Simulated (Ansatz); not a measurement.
Read the following structure.

```
Co Sn
1.0
     4.11287    0.00000    0.00000
    -2.05644    3.56185    0.00000
     0.00000    0.00000    4.94791
Co Sn
3 2
Direct
  0.00000 0.00000 0.74646
  0.00000 0.00000 0.25354
  0.66667 0.33333 0.00000
  0.66667 0.33333 0.50000
  0.33333 0.66667 0.00000
```

Question: Interpret the file: composition, symmetry and coordination.

Answer: The compound is Co3Sn2. The lattice is primitive hexagonal and the space group P-6m2 (No. 187). Content of the cell: 3 Co, 2 Sn (Z = 1).

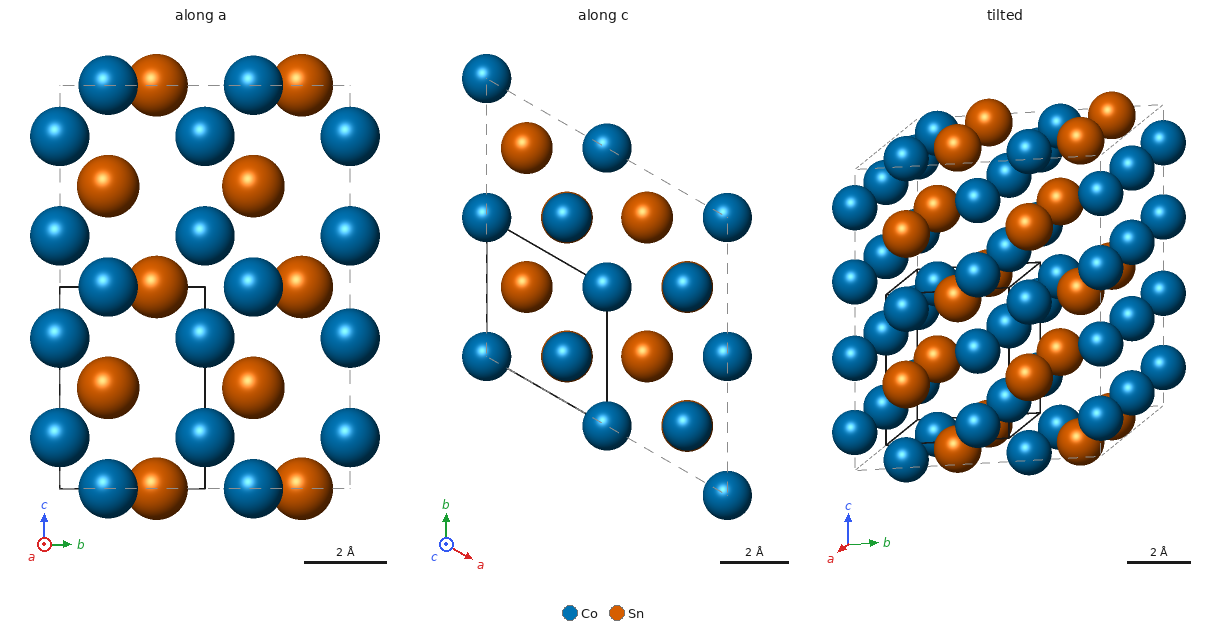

The figure gives a spheres-only picture of the atoms, viewed along the a axis, along the c axis and slightly off an axis. The picture spans 2×2×2 cells, one conventional unit cell being drawn with solid lines. Colours: cobalt blue, tin orange.

The structure comes from a structure listed in the Materials Project. This is the structure after a relaxation with DFT LDA, scalar-relativistic, plane waves, PAW (Ansatz 0.2.0).
